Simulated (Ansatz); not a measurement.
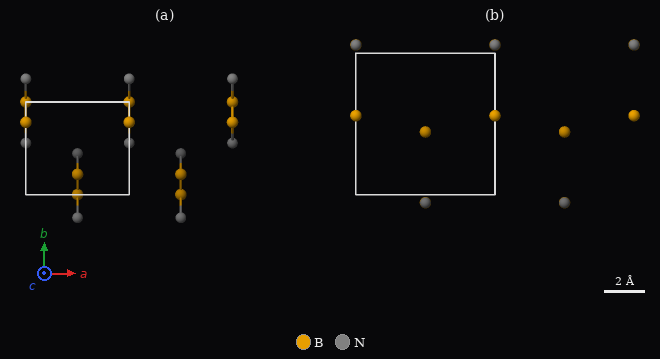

The structure of solid BN (built on the random type) (coarse preliminary run) before (left) and after (right) a relaxation, at one scale.

A ball-and-stick model of the cell of the calculation, repeated 2 × 1 × 1 with one cell outlined, seen along the c axis.

Case: random cell with space group Pmn2_1 (No. 31).

These are results of DFT PBE, scalar-relativistic, plane waves, PAW (Ansatz 0.2.0), not measurements. (plane-wave cutoff 420 eV; k-point mesh 4 × 4 × 6; occupations gaussian; smearing width 0.1 eV; no spin polarisation; cell and atoms relaxed; force threshold 0.04 eV/Å; at most 70 steps)

Q: Describe what moved and what it gained.

A: After 26 accepted moves (31 points after the start) the energy has fallen by 4229 meV per atom. Largest force component: 29 eV/Å at the start, 0.0042 eV/Å at the end. Pressure: 16.34 GPa at the start and 0.10 GPa at the end. The line search rejected the trial step at point 25 of the run. At 4 points the geometry stayed and the basis and grid were re-selected for the new cell (energy shift of 53.3 meV per atom at most each time). The largest moves relative to the cell, 1.67 Å, are those of B atoms. By element the largest moves are B 1.67 Å, N 1.39 Å. The volume changes by +60.5 %, with a 5.259 → 7.082 Å (+34.7 %), b 4.716 → 7.206 Å (+52.8 %), c 3.364 → 2.625 Å (−22.0 %). Near-neighbour distances that change, for instance: B–B 1.168 → 3.833 Å, B–N 2.449 → 1.312 Å, B–N 2.355 → 1.312 Å, B–N 1.694 → 1.312 Å. New bonds form: B–N (2.36 → 1.31 Å), B–N (2.45 → 1.31 Å). Bonds break: B–B (1.17 → 3.83 Å). The space group (tolerance 0.01 Å) goes from Pmn2_1 (No. 31) to Cmcm (No. 63). The run took 5 min on 1 thread of Arm Neoverse V1, with other jobs on the host, peak memory 0.39 GiB.
